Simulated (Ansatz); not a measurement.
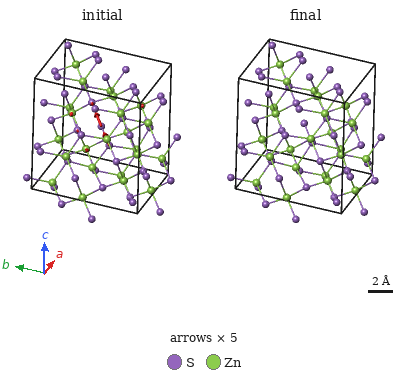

The structure of a defect cell of composition Zn23S25 (cell charge +2) before (left) and after (right) a relaxation, at one scale. The red arrows give the displacements, magnified 5 times.

The picture is a ball-and-stick view of the cell of the calculation (origin shifted), seen from a free direction.

Case: S on a Zn site (b), charge +2, atoms relaxed at the host's cell.

Computed with DFT PBE, scalar-relativistic, plane waves, PAW (Ansatz). Set-up: plane-wave cutoff 420 eV; k-point mesh 2 × 2 × 2; occupations gaussian; smearing width 0.01 eV; mesh shifted by (0.5, 0.5, 0.5); no spin polarisation; atoms relaxed in a fixed cell; force threshold 0.025 eV/Å; at most 45 steps.

Q: Describe what moved and what it gained.

A: After 3 geometry steps the energy has fallen by 0.272 eV per cell of the calculation. Largest force component: 0.6 eV/Å at the start, 0.0099 eV/Å at the end. The atom that moves furthest is an S atom (0.33 Å along [1 1 1]). Largest moves by element: S 0.33 Å, Zn 0.08 Å. The lattice vectors keep their values. Near-neighbour distances that change, for instance: S–Zn 2.509 → 2.628 Å, S–Zn 2.338 → 2.391 Å, S–Zn 2.355 → 2.408 Å, S–S 2.070 → 2.091 Å. Among the angles between lasting bonds that change: S–S–Zn 106.8° → 112.3°, Zn–S–Zn 112.0° → 106.5°, S–Zn–S 102.1° → 106.8°. The run took 54 s on 4 threads of Intel(R) Xeon(R) 6975P-C (Granite Rapids), with other jobs on the host, peak memory 2.6 GiB.

Limits of the set-up: the cell is charged, on a uniform background, and energies carry no finite-size correction.
